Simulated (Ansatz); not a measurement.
# A series of single points on Hg

System: Hg (Im-3m, 1 atom in the cell).
Method: DFT PBE, spin-orbit coupling, plane waves, PAW (Ansatz 0.2.0).

The 5 runs differ only in the geometry, by an even scaling of the cell at fixed fractional positions. The structure was built on a prototype by a generator; it need not be a known phase.

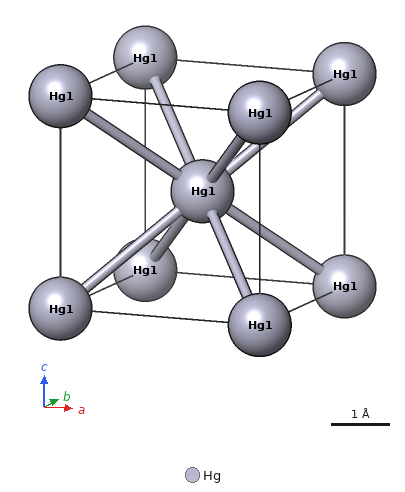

Figure 1. The structure of run 3 (ball-and-stick view of the cell 2 times as large as that of the calculation, set on its symmetry axes, seen slightly off an axis; atoms are numbered from 1 in the order of the input).

**Input of run 3**
```yaml
crystal:
  lattice:
    - [-1.8969977549, 1.8969977549, 1.8969977549]
    - [1.8969977549, -1.8969977549, 1.8969977549]
    - [1.8969977549, 1.8969977549, -1.8969977549]
  atoms:
    - { symbol: Hg, position: [0.0, 0.0, 0.0] }
basis:
  ecutwfc: 420
  ecutrho_ratio: 4
kpoints:
  mp_grid: { grid: [16, 16, 16] }
hamiltonian:
  xc: pbe
scf:
  occupations: { method: gaussian, width: 0.05 }
output:
  forces: true
  stress: true
  eigenvalues: true
  populations: true
magnetization:
  noncollinear: true
  spin_orbit: true
```

Lattice vectors (Å) and fractional positions of run 3:
```
  -1.896998    1.896998    1.896998
   1.896998   -1.896998    1.896998
   1.896998    1.896998   -1.896998
Hg  0.000000  0.000000  0.000000
```

Run 2 differs from it as follows:
```diff
-    - [-1.8969977549, 1.8969977549, 1.8969977549]
-    - [1.8969977549, -1.8969977549, 1.8969977549]
-    - [1.8969977549, 1.8969977549, -1.8969977549]
+    - [-1.8955097175, 1.8955097175, 1.8955097175]
+    - [1.8955097175, -1.8955097175, 1.8955097175]
+    - [1.8955097175, 1.8955097175, -1.8955097175]
```

**Results, with one run withheld**

| run | volume per atom (Å³) | free energy per atom, from the lowest run given (meV) | pressure (GPa) |
| --- | --- | --- | --- |
| 1 | 26.770 | 0.45 | 0.28 |
| 2 | 27.242 | ? | ? |
| 3 | 27.306 | 0.00 | 0.00 |
| 4 | 28.573 | 2.63 | −0.65 |
| 5 | 28.706 | 3.19 | −0.69 |

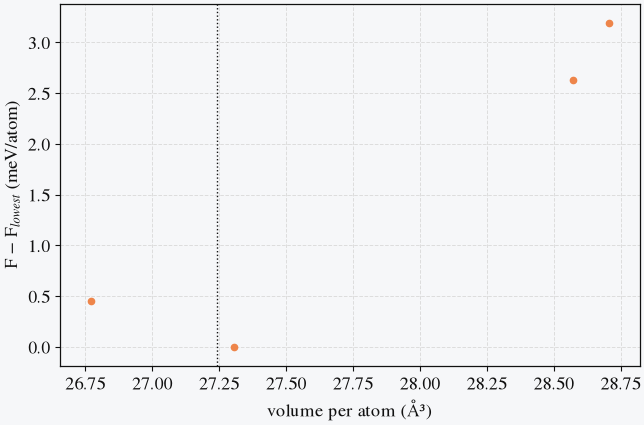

Figure 2. Free energy per atom of the runs given; the dotted line marks run 2.

What should run 2 give?

A quadratic polynomial in V^(−2/3) (the Birch–Murnaghan form), fitted to the 4 runs given, misses them by at most 0.01 meV per atom. With x = V^(−2/3) − 0.10892 Å⁻², it reads F = 0.47748 − 671.25 x + 2.3417e+05 x² (meV per atom). At run 2 it gives 0.00 meV per atom, and the run itself gives 0.01. The slope of the fit gives a pressure −dF/dV of 0.02 GPa there, and the run prints 0.03 GPa. The fit has its minimum at 27.279 Å³ per atom, where V d²F/dV² gives 14.9 GPa: the bulk modulus at this level, since symmetry fixes the shape and the positions.

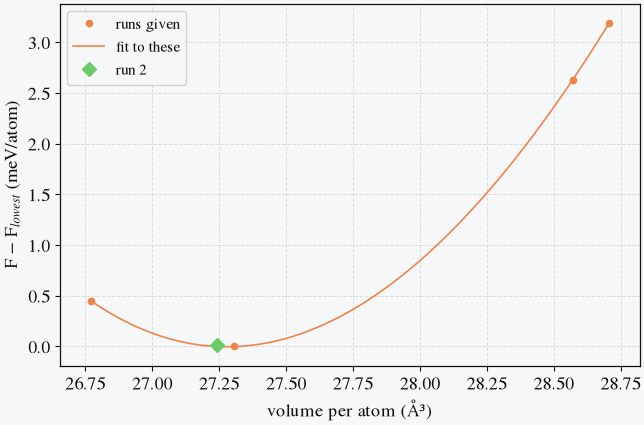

Figure 3. The fit and the withheld run.

**Output, shortened to warnings, some set-up lines, iterations and results (run 2)**
```
Basis set: ecut = 420 eV, 555 PW (Γ), exchange–correlation on 48×48×48 points (8 copies of the dense FFT grid, shifted against one another)
Symmetry: 48 space group operations + 48 with time reversal
k-points: 145 of 4096
Initial density: superposition of atomic densities (chi_scale 0.1, normalization cell)
[...]
SCF iter   1: F=—  HF=-13854.045733 eV  |F-HF|=—  |Δ(HF+E_count)|=         —  Δρ=1.54e-2  dr2=8.86e-2  dr2_m=0.00e0 (ungated)  ethr=3.10e-3  |M|=0.00e0 ∫|m|=0.00e0 μB  …
SCF iter   2: F=—  HF=-13854.026645 eV  |F-HF|=—  |Δ(HF+E_count)|=   1.91e-2  Δρ=6.95e-3  dr2=1.49e-2  dr2_m=0.00e0 (ungated)  ethr=4.43e-4  |M|=0.00e0 ∫|m|=0.00e0 μB  …
SCF iter   3: F=—  HF=-13854.024805 eV  |F-HF|=—  |Δ(HF+E_count)|=   1.84e-3  Δρ=2.74e-3  dr2=1.13e-3  dr2_m=0.00e0 (ungated)  ethr=7.46e-5  |M|=0.00e0 ∫|m|=0.00e0 μB  …
SCF iter   4: F=—  HF=-13854.024969 eV  |F-HF|=—  |Δ(HF+E_count)|=   1.64e-4  Δρ=3.16e-4  dr2=1.05e-5  dr2_m=0.00e0 (ungated)  ethr=5.66e-6  |M|=0.00e0 ∫|m|=0.00e0 μB  …
SCF iter   5: F=—  HF=-13854.024971 eV  |F-HF|=—  |Δ(HF+E_count)|=   2.24e-6  Δρ=6.40e-5  dr2=4.48e-7  dr2_m=0.00e0 (ungated)  ethr=5.26e-8  |M|=0.00e0 ∫|m|=0.00e0 μB  …
SCF iter   6: F=-13854.024972 eV  HF=-13854.024972 eV  |F-HF|=2.85e-9  |Δ(HF+E_count)|=   3.40e-7  Δρ=5.18e-6  dr2=2.29e-9  dr2_m=0.00e0 (ungated)  ethr=5.00e-10  |M|=0.00e0 …
SCF 1 converged in 6 iterations: F = -13854.024972 eV  dr2 = 2.29e-9
SCF converged after 6 iterations
Magnetization: |M| = 0.0000 μB,  M = (+0.0000, +0.0000, +0.0000) μB
Absolute magnetization: 0.0000 μB (∫|m|)
  site 0: m = (+0.0000, +0.0000, +0.0000) μB, |m| = 0.0000 μB  (R = 1.35 Å)
Free energy (F): -13854.024972 eV
Harris-Foulkes:  -13854.024972 eV  (|F-HF|=2.85e-9)
Internal energy: -13854.024428 eV  (E = F + TS)
E sigma→0 (E₀):  -13854.024700 eV
Entropy (-TS):   -0.000543 eV (-0.543 meV/atom)
Fermi energy:    12.119747 eV
--- Per-component energies (eV) ---
  E_band       = -439.913378
  E_kinetic    = 604.961088
  E_local      = -2708.331619  (includes V_loc(G=0)·N_el)
  E_nonlocal   = 57.215668
  E_hartree    = 1152.772617
  E_xc         = -220.817215
  E_vxc        = -262.730802  (∫ρ·V_xc dr)
  E_paw        = -9975.204225  (= ΣΔE_a)
  E_vpaw       = -436.572850  (= ΣTr[D̂ρ^β])
  E_aug_tail   = 0.000879  (compensation charges beyond the density's cutoff)
  E_ewald      = -2764.621621
  E_smearing   = -0.000543  (= −TS)
  E_closure    = -0.000000  (closes the sum)
  Σ components = -13854.024972   (vs F -13854.024972, Δ=0.00e0)
--- Forces (eV/Å), atoms counted from 1 ---
  atom   1  Hg    -0.00000000     0.00000000     0.00000000
  max |Σ_I F_I| component: 1.55e-29 eV/Å
--- Stress (GPa, compression-positive) ---
        0.031631       0.000000       0.000000
       -0.000000       0.031631      -0.000000
       -0.000000      -0.000000       0.031631
  P = ⅓ Tr σ = 0.0316 GPa (0.316 kbar)
--- Löwdin populations: 1 site ---
  site symbol       q [e]
     0     Hg     19.7978
  spilling = 0.010111 (of n_electrons = 20.000000)
```
